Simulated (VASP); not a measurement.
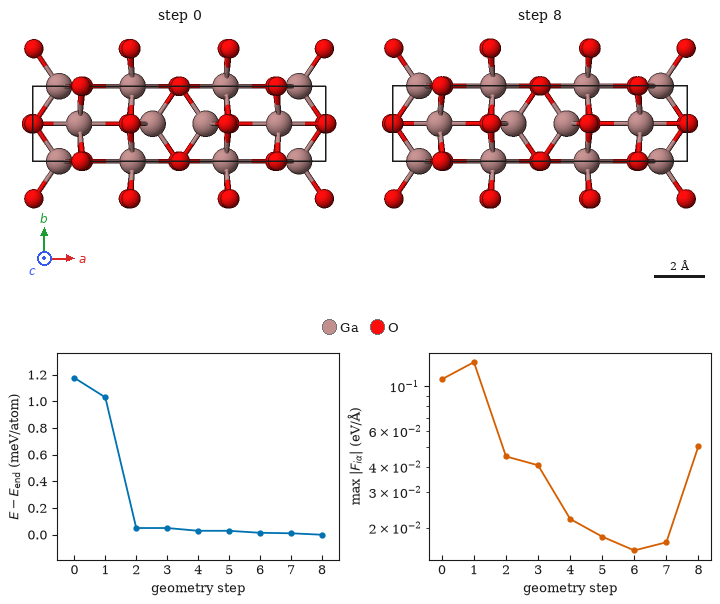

First and last geometry of a relaxation of crystalline Ga$_{2}$O$_{3}$ (set up in C2/m), with the history of the run. Style: ball-and-stick. Shown: the conventional cell (2 times the calculation's cell), along the c axis. Lengths and directions refer to the drawn axes.

The run lets cell and atoms move.

The calculation used Kohn-Sham DFT of a periodic cell, PBEsol, VASP PAW PBE potentials, recommended (VASP).

The input:
```
ALGO     = Normal         # electronic algorithm
EDIFF    = 1E-6           # SCF threshold, eV
EDIFFG   = -0.01          # ionic threshold
ENCUT    = 600            # plane-wave cutoff, eV
GGA      = PS             # functional
IBRION   = 2              # ionic algorithm
ISIF     = 3              # what is computed and relaxed
ISMEAR   = 0              # smearing method
KPAR     = 4            
LASPH    = True           # aspherical terms in the spheres
LCHARG   = False          # write CHGCAR
LREAL    = False          # projectors in reciprocal space
LWAVE    = False          # write WAVECAR
NELM     = 80             # most SCF steps
NSW      = 90             # ionic steps
PREC     = Accurate       # precision mode
SIGMA    = 0.03           # smearing width, eV
```

Launched with:
```bash
cat potpaw_PBE.64/Ga_d/POTCAR potpaw_PBE.64/O/POTCAR > POTCAR
mpirun -np 4 vasp_std > vasp.out
```

What do the curves and the structures tell?

The run was cut off at its time limit before the relaxation converged, so the last structure is only a point on the way. The largest moves relative to the cell, 0.008 Å, are those of O atoms. By element the largest moves are O 0.008 Å, Ga 0.003 Å. Cell: a 12.214 → 12.283 Å (+0.6 %), b 3.037 → 3.051 Å (+0.4 %), c 5.798 → 5.811 Å (+0.2 %), β 103.8° → 103.7°. Volume +1.3 %. Among the contacts that change: Ga–O 2.005 → 2.019 Å, Ga–O 1.937 → 1.949 Å, Ga–O 1.832 → 1.843 Å, Ga–O 1.863 → 1.872 Å. The space group stays C2/m (No. 12). After 8 geometry steps the energy has fallen by 1.2 meV per atom. Largest force component: 0.11 eV/Å at the start, 0.051 eV/Å at the end. Pressure: 2.51 GPa at the start and −0.25 GPa at the end.
